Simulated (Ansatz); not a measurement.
# Run report: HfO2, geometry relaxation (part 2 of 3)

The same run, continued: HfO2 (P2₁/c, 12 atoms in the cell); DFT, PBEsol, plane waves, PAW, no spin polarisation (Ansatz 0.2.0); cutoff 420 eV, 4×4×4 k-mesh, Fermi–Dirac smearing of 0.02 eV. The structure derives from an entry of the Crystallography Open Database. The geometry comes from this level: PBE.

Geometry of the input (Å; fractional positions):
```
5.1611  0.0000  -0.0158
0.0000  5.2119  0.0000
-0.8820  0.0000  5.2791
Hf 0.2757  0.0429  0.2084
Hf 0.7243  0.5429  0.2916
Hf 0.7243  0.9571  0.7916
Hf 0.2757  0.4571  0.7084
O  0.4492  0.7572  0.4766
O  0.5508  0.2572  0.0234
O  0.5508  0.2428  0.5234
O  0.4492  0.7428  0.9766
O  0.0671  0.3286  0.3485
O  0.9329  0.8286  0.1515
O  0.9329  0.6714  0.6515
O  0.0671  0.1714  0.8485
```

**The program's output, continued**
```
relax step   8: F+E_penalty+E_count = -66901.15190806 eV  Δ(F+E_penalty+E_count) = +2.011e-2 eV  max|allowed force component| = 3.123e-3 eV/Å  Δτ_max = 0.0000 Å  P = -0.260 GPa  Ω = 137.293 Å³  stress off target by 2.82e-1 GPa  SCF on the basis re-selected at this cell (its energy is not comparable with the rows above)  (7 SCF iters)
basis re-selected at this cell: Δ(F+E_penalty+E_count) = +2.011e-2 eV, ΔP = -0.259 GPa vs the last step (what re-selecting the basis moved, of the pressure what is left beyond the Pulay correction that the steps carried, after the strain that the cell walked since its last selection, with what the two solves' SCF thresholds leave and, on support functions, any second-order correction that the steps lacked; it is no measure of the basis error at this ecutwfc). This SCF's stress stands 2.82e-1 GPa from its target on what of the cell is left free (relax.cell.stress_tol is 5.00e-2 GPa) and its largest allowed force component is 3.12e-3 eV/Å (relax.f_tol is 5.00e-3 eV/Å): not within both, so this SCF does not close the relaxation
Crystal: 12 atoms, lattice volume = 137.111 Å³
iter 1 solved again at ethr=6.73e-8 eV; its pass at ethr=3.10e-3 eV (dr2=1.02e-4 eV) is discarded
SCF iter   1: F=—  HF=-66901.153096 eV  |F-HF|=—  |Δ(HF+E_count)|=         —  Δρ=3.86e-4  dr2=9.34e-5  ethr=6.73e-8  ⟨swp⟩=3.0  Hψ=10463  notcnv=0
preconditioner: auto → Resta (q_TF=auto, 2.776 Å⁻¹)  ε∞=5.4  [insulator: Δε(μ)=3.965 eV  Ē_g=18.149 eV  σ=0.020 eV  W_gap=1.00  n_scr=48 (ndim 8)  ℏωp=38.1 eV  f_vac=0.072  D(μ)=0.00/eV (n_scr^D=0)  ε∞_Penn≈5.4]
SCF iter   2: F=—  HF=-66901.153038 eV  |F-HF|=—  |Δ(HF+E_count)|=   5.86e-5  Δρ=2.11e-4  dr2=3.22e-5  ethr=6.14e-8  ⟨swp⟩=1.0  Hψ=2761  notcnv=0
SCF iter   3: F=—  HF=-66901.153038 eV  |F-HF|=—  |Δ(HF+E_count)|=   7.83e-8  Δρ=5.43e-5  dr2=3.89e-6  ethr=2.12e-8  ⟨swp⟩=2.1  Hψ=4374  notcnv=0
SCF iter   4: F=—  HF=-66901.153037 eV  |F-HF|=—  |Δ(HF+E_count)|=   8.96e-7  Δρ=1.78e-5  dr2=4.40e-7  ethr=2.56e-9  ⟨swp⟩=2.0  Hψ=4882  notcnv=0
SCF iter   5: F=-66901.153037 eV  HF=-66901.153037 eV  |F-HF|=1.22e-7  |Δ(HF+E_count)|=   1.31e-7  Δρ=9.47e-6  dr2=1.05e-7  ethr=1.31e-10  ⟨swp⟩=8.4  Hψ=19025  notcnv=0
SCF 9 converged in 5 iterations: F = -66901.153037 eV  dr2 = 1.05e-7
relax step   9: F+E_penalty+E_count = -66901.15303675 eV  Δ(F+E_penalty+E_count) = -1.129e-3 eV  max|allowed force component| = 1.675e-3 eV/Å  Δτ_max = 0.0048 Å  P = +0.002 GPa  Ω = 137.111 Å³  energy of the carried Pulay correction = +9.599e-4 eV  (5 SCF iters, dr2 threshold 1.99e-7 eV, accepted)
iter 1 solved again at ethr=6.54e-8 eV; its pass at ethr=3.10e-3 eV (dr2=9.94e-5 eV) is discarded
SCF iter   1: F=—  HF=-66901.152148 eV  |F-HF|=—  |Δ(HF+E_count)|=         —  Δρ=1.97e-5  dr2=1.94e-7  ethr=6.54e-8  ⟨swp⟩=4.0  Hψ=17363  notcnv=0
preconditioner: auto → Resta (q_TF=auto, 2.776 Å⁻¹)  ε∞=5.4  [insulator: Δε(μ)=3.967 eV  Ē_g=18.149 eV  σ=0.020 eV  W_gap=1.00  n_scr=48 (ndim 8)  ℏωp=38.1 eV  f_vac=0.072  D(μ)=0.00/eV (n_scr^D=0)  ε∞_Penn≈5.4]
SCF iter   2: F=—  HF=-66901.152096 eV  |F-HF|=—  |Δ(HF+E_count)|=   5.15e-5  Δρ=9.05e-6  dr2=6.38e-8  ethr=1.28e-10  ⟨swp⟩=2.5  Hψ=5078  notcnv=0
SCF iter   3: F=—  HF=-66901.152096 eV  |F-HF|=—  |Δ(HF+E_count)|=   3.97e-9  Δρ=5.34e-6  dr2=2.09e-8  ethr=4.20e-11  ⟨swp⟩=2.0  Hψ=4067  notcnv=0
SCF iter   4: F=—  HF=-66901.152096 eV  |F-HF|=—  |Δ(HF+E_count)|=   1.30e-8  Δρ=1.59e-6  dr2=3.37e-9  ethr=1.38e-11  ⟨swp⟩=2.8  Hψ=4571  notcnv=0
SCF iter   5: F=—  HF=-66901.152096 eV  |F-HF|=—  |Δ(HF+E_count)|=  1.89e-10  Δρ=6.59e-7  dr2=8.79e-10  ethr=2.22e-12  ⟨swp⟩=2.0  Hψ=4347  notcnv=0
SCF iter   6: F=-66901.152096 eV  HF=-66901.152096 eV  |F-HF|=4.37e-11  |Δ(HF+E_count)|=  3.49e-10  Δρ=2.20e-7  dr2=6.62e-11  ethr=1.00e-12  ⟨swp⟩=5.2  Hψ=14633  notcnv=0
SCF 10 converged in 6 iterations: F = -66901.152096 eV  dr2 = 6.62e-11
relax step  10: F+E_penalty+E_count = -66901.15209621 eV  Δ(F+E_penalty+E_count) = +9.405e-4 eV  max|allowed force component| = 1.530e-3 eV/Å  Δτ_max = 0.0000 Å  P = -0.005 GPa  Ω = 137.111 Å³  stress off target by 1.30e-2 GPa  SCF on the basis re-selected at this cell (its energy is not comparable with the rows above)  (6 SCF iters)
```

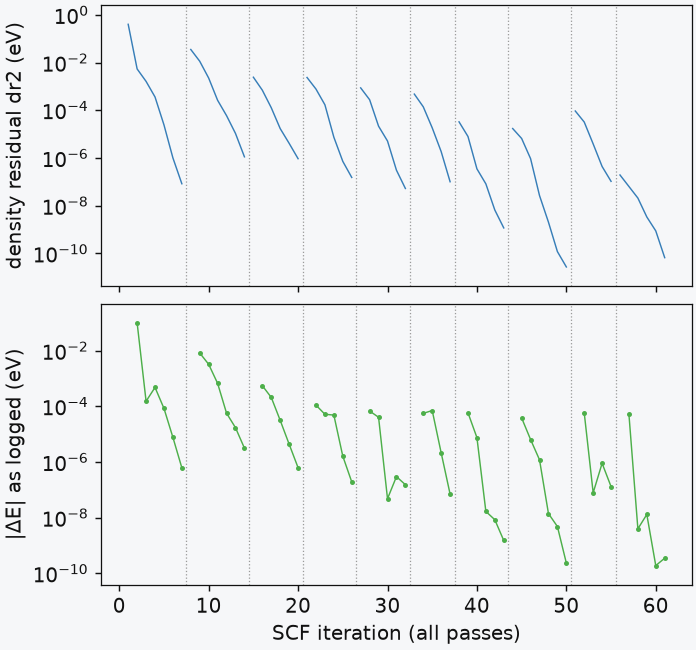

Figure 1. Convergence of the self-consistent field: density residual dr2 and size of the energy change against the SCF iteration. The dotted lines part the SCF passes of the relaxation: geometry steps, rejected trials and re-solves on a re-selected basis. The 10 passes take 5 to 7 iterations each, 61 in all.

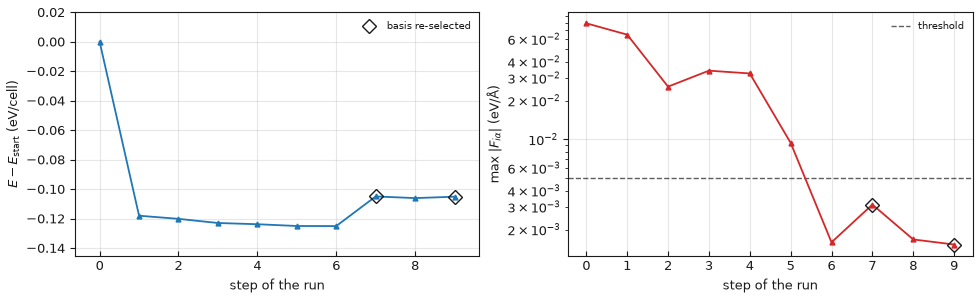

Figure 2. Progress of the relaxation, step by step (the first geometry is step 0 here and step 1 in the log).

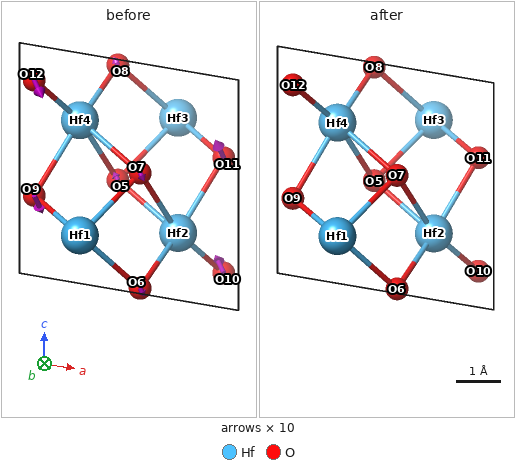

Figure 3. Before (left) and after (right) the relaxation, at one scale (ball-and-stick view of the cell of the calculation, along the b axis). The pink arrows give the displacements (without the part carried along by the change of the cell), magnified 10 times. The energy falls by 0.106 eV per cell of the calculation in 7 geometry steps. Largest force component: 0.08 eV/Å at the start, 0.0015 eV/Å at the end. Pressure: −7.13 GPa at the start and −0.01 GPa at the end. 1 further SCF at an unchanged geometry re-selected the plane-wave basis for the new cell. The largest moves relative to the cell, 0.064 Å, are those of O9, O10, O11 and O12. Largest moves by element: O 0.064 Å, Hf 0.007 Å. The drawn cell changes as follows: a 5.161 → 5.096 Å (−1.3 %), b 5.212 → 5.177 Å (−0.7 %), c 5.352 → 5.272 Å (−1.5 %); the volume changes by −3.4 %. Among the contacts that change: Hf1–O7 2.267 → 2.228 Å, Hf1–O10 2.071 → 2.049 Å, Hf1–O5 2.156 → 2.136 Å, Hf1–O12 2.150 → 2.134 Å. The space group stays P2_1/c (No. 14). The energy change given includes the shifts at the re-selections in mid-walk, which come without any move. A last SCF at the same geometry on a re-selected plane-wave basis shifts the energy by +0.9 meV per cell of the calculation. (Atoms are counted from 1 in the order of the input.)

```
basis re-selected at this cell: Δ(F+E_penalty+E_count) = +9.405e-4 eV, ΔP = -0.007 GPa vs the last step (what re-selecting the basis moved, of the pressure what is left beyond the Pulay correction that the steps carried, after the strain that the cell walked since its last selection, with what the two solves' SCF thresholds leave and, on support functions, any second-order correction that the steps lacked; it is no measure of the basis error at this ecutwfc). This SCF's stress stands 1.30e-2 GPa from its target on what of the cell is left free (relax.cell.stress_tol is 5.00e-2 GPa) and its largest allowed force component is 1.53e-3 eV/Å (relax.f_tol is 5.00e-3 eV/Å): within both
SCF converged after 6 iterations
Free energy (F): -66901.152096 eV
Harris-Foulkes:  -66901.152096 eV  (|F-HF|=4.37e-11)
Internal energy: -66901.152096 eV  (E = F + TS)
E sigma→0 (E₀):  -66901.152096 eV
Fermi energy:    16.153832 eV
--- Per-component energies (eV) ---
  E_band       = 21.136041
  E_kinetic    = 3087.577693
  E_local      = -24509.818547  (includes V_loc(G=0)·N_el)
  E_nonlocal   = -4561.859331
  E_hartree    = 11209.691880
  E_xc         = -1774.185683
  E_vxc        = -1812.880776  (∫ρ·V_xc dr)
  E_paw        = -28447.486614  (= ΣΔE_a)
  E_vpaw       = 5398.713748  (= ΣTr[D̂ρ^β])
  E_aug_tail   = 0.019765  (compensation charges beyond the density's cutoff)
  E_ewald      = -21910.377929
  E_core_change = 5.286670  (= ΣΔE_core)
  E_smearing   = -0.000000  (= −TS)
  E_closure    = -0.000000  (closes the sum)
  Σ components = -66901.152096   (vs F -66901.152096, Δ=0.00e0)
--- Forces (eV/Å), atoms counted from 1 ---
  atom   1  Hf     0.00152957    -0.00115794     0.00118536
  atom   2  Hf    -0.00152957    -0.00115794    -0.00118536
  atom   3  Hf    -0.00152957     0.00115794    -0.00118536
  atom   4  Hf     0.00152957     0.00115794     0.00118536
  atom   5  O     -0.00129760    -0.00013758    -0.00035470
  atom   6  O      0.00129760    -0.00013758     0.00035470
  atom   7  O      0.00129760     0.00013758     0.00035470
  atom   8  O     -0.00129760     0.00013758    -0.00035470
  atom   9  O     -0.00048404     0.00034063    -0.00135524
  atom  10  O      0.00048404     0.00034063     0.00135524
  atom  11  O      0.00048404    -0.00034063     0.00135524
  atom  12  O     -0.00048404    -0.00034063    -0.00135524
  max |Σ_I F_I| component: 0.00e0 eV/Å
--- Stress (GPa, compression-positive) ---
       -0.001216       0.000000       0.006637
        0.000000      -0.004560       0.000000
        0.006637       0.000000      -0.009315
  P = ⅓ Tr σ = -0.0050 GPa (-0.050 kbar)
--- Band table (eV; the first three rows and the last of 30) ---
  k-point 0: bands = ["-46.0712", "-46.0496", "-46.0463", "-46.0455", "-15.2197", "-15.1872", "-15.1637", "-14.9516", "-14.8892", "-14.8525", "-14.8172", "-14.7839", "-14.7514", "-14.7404", "-14.6900", "-14.6329", "-3.9325", "-2.5589", "-2.3904", "-2.3873", "-1.8685", "-1.8391", "-1.7049", "-1.6009", "4.0384", "4.0488", "4.0521", "4.0521", "4.0600", "4.0617", "4.0681", "4.0724", "4.0737", "4.0739", "4.0777", "4.0802", "4.0804", "4.0807", "4.0855", "4.0880", "4.0948", "4.0955", "4.0981", "4.1014", "4.1033", "4.1126", "4.1128", "4.1230", "4.1297", "4.1456", "4.1560", "4.1870", "8.5836", "8.6541", "9.2323", "9.4420", "9.5327", "9.8864", "10.7322", "11.0170", "11.1446", "11.3261", "11.3836", "11.5765", "12.0785", "12.2279", "12.2594", "12.2781", "12.4932", "13.0091", "13.0258", "13.1214", "13.5918", "13.6652", "13.9860", "14.1686", "18.6135", "19.2542", "19.3439", "19.6580", "19.8526", "20.0418", "20.2724", "20.5974", "20.7005", "20.9218", "21.4243", "21.6317", "21.8693", "22.2305", "22.5324", "22.9571"]
  k-point 1: bands = ["-46.0679", "-46.0522", "-46.0464", "-46.0462", "-15.1791", "-15.1334", "-15.1225", "-14.9948", "-14.9401", "-14.8235", "-14.8195", "-14.8051", "-14.7550", "-14.7307", "-14.6999", "-14.6940", "-3.6846", "-2.5066", "-2.4993", "-2.3798", "-1.9724", "-1.8422", "-1.8004", "-1.6395", "4.0366", "4.0434", "4.0515", "4.0550", "4.0556", "4.0622", "4.0700", "4.0710", "4.0745", "4.0758", "4.0769", "4.0787", "4.0809", "4.0836", "4.0845", "4.0907", "4.0926", "4.0956", "4.0961", "4.1005", "4.1071", "4.1072", "4.1211", "4.1230", "4.1326", "4.1438", "4.1514", "4.1737", "8.7578", "8.9806", "9.5098", "9.5984", "9.8168", "10.0634", "10.4626", "10.7786", "10.7915", "11.2850", "11.5401", "11.6066", "11.8172", "12.0933", "12.1674", "12.3482", "12.6061", "12.7058", "12.8524", "13.2012", "13.3313", "13.5903", "13.8031", "13.9670", "18.7060", "19.0529", "19.2582", "19.6859", "20.0784", "20.1533", "20.6750", "20.8289", "20.9133", "21.0743", "21.2531", "21.6612", "22.1049", "22.3609", "22.3783", "23.0342"]
  k-point 2: bands = ["-46.0598", "-46.0598", "-46.0465", "-46.0465", "-15.0803", "-15.0803", "-15.0612", "-15.0612", "-14.9473", "-14.9473", "-14.7818", "-14.7818", "-14.7687", "-14.7687", "-14.7184", "-14.7184", "-3.0777", "-3.0777", "-2.3924", "-2.3924", "-1.9381", "-1.9381", "-1.7748", "-1.7748", "4.0360", "4.0360", "4.0547", "4.0547", "4.0602", "4.0602", "4.0689", "4.0689", "4.0719", "4.0719", "4.0780", "4.0780", "4.0841", "4.0841", "4.0876", "4.0876", "4.0923", "4.0923", "4.0967", "4.0967", "4.1121", "4.1121", "4.1315", "4.1315", "4.1390", "4.1390", "4.1463", "4.1463", "9.2526", "9.2526", "9.8074", "9.8074", "9.9928", "9.9928", "10.5501", "10.5501", "10.9066", "10.9066", "11.3277", "11.3277", "11.7470", "11.7470", "12.2028", "12.2028", "12.5675", "12.5675", "13.1720", "13.1720", "13.2897", "13.2897", "13.6802", "13.6802", "18.8600", "18.8600", "19.3742", "19.3742", "20.2877", "20.2877", "20.8942", "20.8942", "21.0990", "21.0990", "21.8618", "21.8618", "22.0799", "22.0799", "22.9251", "22.9251"]
  k-point 29: bands = ["-46.0563", "-46.0563", "-46.0500", "-46.0500", "-15.1996", "-15.1996", "-15.1630", "-15.1630", "-14.8115", "-14.8115", "-14.7505", "-14.7505", "-14.7444", "-14.7444", "-14.6807", "-14.6807", "-3.0204", "-3.0204", "-2.6845", "-2.6845", "-1.7612", "-1.7612", "-1.7027", "-1.7027", "4.0469", "4.0469", "4.0540", "4.0540", "4.0622", "4.0622", "4.0637", "4.0637", "4.0805", "4.0805", "4.0807", "4.0807", "4.0845", "4.0845", "4.0890", "4.0890", "4.0921", "4.0921", "4.0925", "4.0925", "4.1042", "4.1042", "4.1177", "4.1177", "4.1329", "4.1329", "4.1487", "4.1487", "9.5557", "9.5557", "9.7936", "9.7936", "10.1574", "10.1574", "10.5244", "10.5244", "11.2447", "11.2447", "11.3559", "11.3559", "11.8067", "11.8067", "11.8392", "11.8392", "12.5712", "12.5712", "12.9432", "12.9432", "13.0828", "13.0828", "13.4397", "13.4397", "18.6837", "18.6837", "19.3947", "19.3947", "19.8063", "19.8063", "20.2729", "20.2729", "21.2449", "21.2449", "21.2829", "21.2829", "22.4660", "22.4660", "23.3145", "23.3145"]
--- Relaxed structure (8 steps of the walk, 8 accepted, 2 SCFs on fresh bases) ---
  F+E_penalty+E_count = -66901.15209621 eV   max|allowed force component| = 1.530e-3 eV/Å   (the final SCF, on the basis selected at the relaxed cell)
  cell:  # Å, volume = 137.1110 Å³
    - [5.096131742994105, -6.421771193689197e-19, -0.01290627846450429]
    - [-5.95456621741117e-19, 5.176616276047442, 1.7326475886758225e-17]
    - [-0.868170922720884, 1.7650635070276056e-17, 5.199591360974653]
  atoms:
    - { symbol: Hf, position: [0.27713167854129395, 0.04298005087861861, 0.20816916637421878] }
    - { symbol: Hf, position: [0.722868321458706, 0.5429800508786187, 0.29183083362578116] }
    - { symbol: Hf, position: [0.7228683214587059, 0.9570199491213816, 0.7918308336257813] }
    - { symbol: Hf, position: [0.27713167854129395, 0.45701994912138144, 0.7081691663742187] }
    - { symbol: O, position: [0.4471845455451652, 0.7581543690816992, 0.47994456502123195] }
    - { symbol: O, position: [0.5528154544548347, 0.25815436908169925, 0.020055434978768032] }
    - { symbol: O, position: [0.5528154544548347, 0.24184563091830077, 0.5200554349787677] }
    - { symbol: O, position: [0.44718454554516507, 0.7418456309183009, 0.9799445650212318] }
    - { symbol: O, position: [0.0710818311303404, 0.33704598390022567, 0.3411354464253237] }
    - { symbol: O, position: [0.9289181688696596, 0.8370459839002257, 0.1588645535746762] }
    - { symbol: O, position: [0.9289181688696595, 0.6629540160997744, 0.6588645535746762] }
    - { symbol: O, position: [0.07108183113034035, 0.16295401609977433, 0.8411354464253235] }
```

**File rho_z.tsv**
```
# z_ang	rho[e/angstrom^3]
# format = ansatz-planar-average/11
# lattice	5.096131743	-0.000000000	-0.012906278
# lattice	-0.000000000	5.176616276	0.000000000
# lattice	-0.868170923	0.000000000	5.199591361
# sites	12
# site	72	1.231573127	0.222491231	1.078817860
# site	72	3.430473155	2.810799369	1.508071542
# site	72	2.996387694	4.954125045	4.107867222
# site	72	0.797487665	2.365816907	3.678613541
# site	8	1.862237442	3.924674247	2.489744126
# site	8	2.799808840	1.336366109	0.097145276
# site	8	2.365723379	1.251942029	2.696940957
# site	8	1.428151980	3.840250167	5.089539806
# site	8	0.066078501	1.744757726	1.772847518
# site	8	4.595967781	4.333065864	0.814041884
# site	8	4.161882320	3.431858550	3.413837564
# site	8	-0.368006961	0.843550412	4.372643199
0.000000	6.482244e-1
0.146433	6.363516e-1
0.292865	6.235981e-1
0.439298	6.661109e-1
0.585730	8.126288e-1
0.732163	1.066156e0
0.878595	1.376276e0
1.025028	1.661688e0
1.171460	1.852046e0
1.317893	1.916708e0
1.464326	1.852046e0
1.610758	1.661688e0
1.757191	1.376276e0
1.903623	1.066156e0
2.050056	8.126288e-1
2.196488	6.661109e-1
2.342921	6.235981e-1
2.489353	6.363516e-1
2.635786	6.482244e-1
2.782219	6.363516e-1
2.928651	6.235981e-1
3.075084	6.661109e-1
3.221516	8.126288e-1
3.367949	1.066156e0
3.514381	1.376276e0
3.660814	1.661688e0
3.807246	1.852046e0
3.953679	1.916708e0
4.100112	1.852046e0
4.246544	1.661688e0
4.392977	1.376276e0
4.539409	1.066156e0
4.685842	8.126288e-1
4.832274	6.661109e-1
4.978707	6.235981e-1
5.125139	6.363516e-1
```
